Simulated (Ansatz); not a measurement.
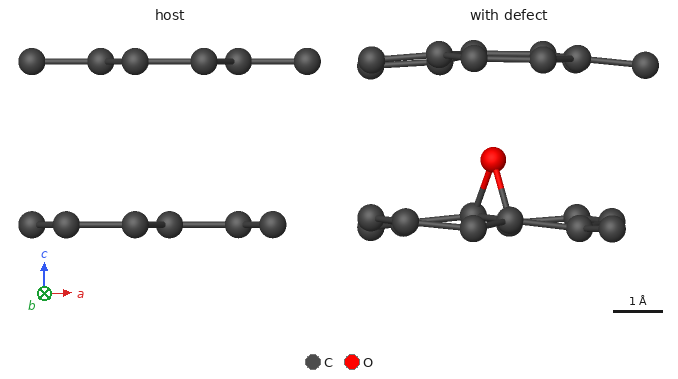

Left: perfect C. Right: the same region with one point defect, after relaxing the atoms in a supercell of 18 sites. The picture is a ball-and-stick view of the atoms within 3.9 Å of one point, in a slice 5.0 Å thick across the line of sight, seen along the b axis.

Computed with DFT PBE+D3(BJ), scalar-relativistic, plane waves, PAW (Ansatz 0.2.0). Settings: plane-wave cutoff 420 eV; k-point mesh 3 × 3 × 2; occupations gaussian; smearing width 0.01 eV; mesh shifted by (0, 0, 0.5); no spin polarisation. The cell is small and the k-mesh coarse, so the numbers are rough. The axes drawn are those of the host's conventional cell.

**Which defect is it?**

An extra oxygen atom is put between the host's atoms (an interstitial).

The charge state of the cell is 0.

**How does the lattice respond?**

The O atom starts with 7 C at 1.90 to 2.21 Å around its place and ends with 2 C at 1.42 to 1.43 Å. Of the host's atoms, a carbon atom moves furthest from its site, by 0.15 Å. The O atom itself moves 0.83 Å from where it was put. Relaxing the atoms from the host's sites lowers the energy by 3.15 eV. At a tolerance of 0.02 Å the relaxed supercell has space group Cm.
